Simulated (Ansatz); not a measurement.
Ga$_{3}$Se

```cif
data_structure
_symmetry_space_group_name_H-M 'P 1'
_symmetry_Int_Tables_number 1
_cell_length_a 4.2588
_cell_length_b 4.2588
_cell_length_c 4.2588
_cell_angle_alpha 90.000
_cell_angle_beta 90.000
_cell_angle_gamma 90.000
_cell_volume 77.24
loop_
_atom_site_label
_atom_site_type_symbol
_atom_site_fract_x
_atom_site_fract_y
_atom_site_fract_z
_atom_site_occupancy
Ga1 Ga 0.00000 0.50000 0.50000 1
Ga2 Ga 0.50000 0.00000 0.50000 1
Ga3 Ga 0.50000 0.50000 0.00000 1
Se1 Se 0.00000 0.00000 0.00000 1
```

Space group Pm-3m; a structure from a database of computed crystals, not necessarily the ambient phase; changed on purpose from its base cell (strain -0.015 along x and y, -0.015 along z, atoms carried along); computed pressure about 2 GPa in this cell; computed without spin polarisation.

Computed with DFT PBE+D3(BJ), scalar-relativistic, plane waves, PAW in Ansatz.

In a PAW calculation such maps are meaningful between the atoms, not at the nuclei.

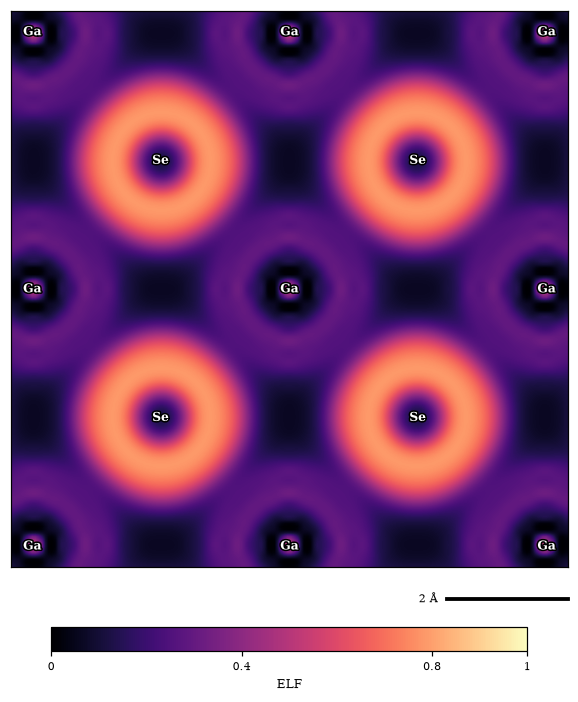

Figure 1. ELF on the (010) plane of the conventional cell.

What do the fields say about this system?

Answer.
- Atoms in the plane: Ga and Se.
- Ga–Se (3.01 Å): the ELF is about 0.30 at the midpoint.
- The features right at Ga lie inside the PAW spheres, where the map follows smoothed inner orbitals and isn't to be read closely.

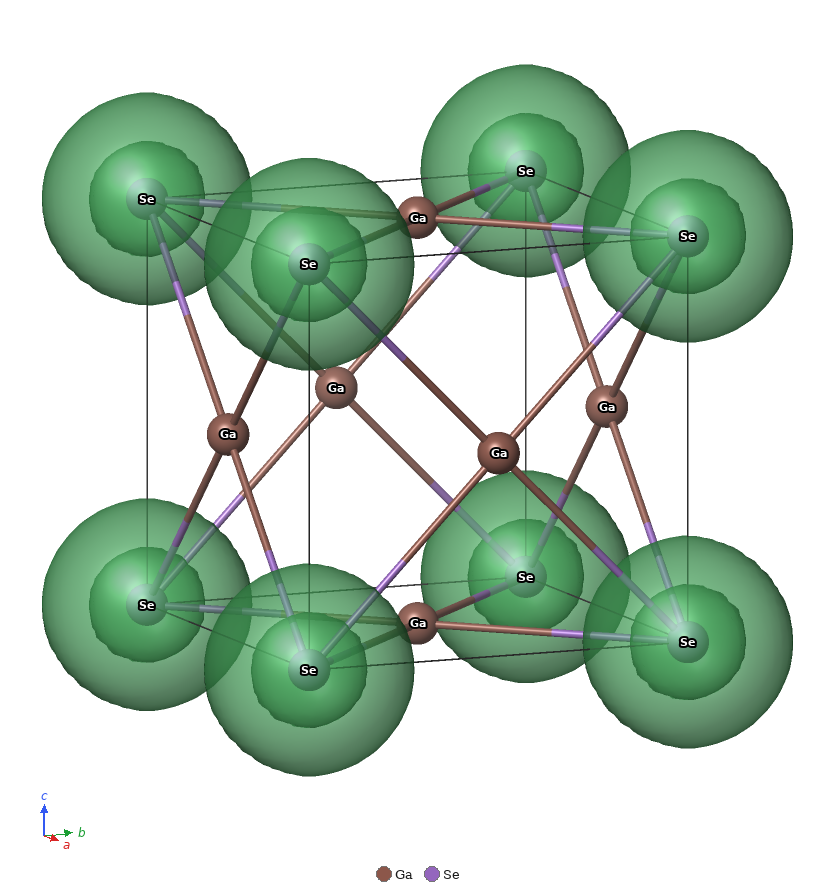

Figure 2. Isosurface of the ELF at 0.7 (green), seen slightly off an axis. Core shells and regions of very low density are left out. Sticks mark near contacts.

Identify the bonds, lone pairs and shells in this picture.

Answer. At this value the surface marks out one region wrapped around Se (its valence shell), counted in one cell of 4 atoms. Regions shared between cells count once.

Does the calculation give a band gap?

Answer. It is gapless in this calculation (a metal or semimetal).
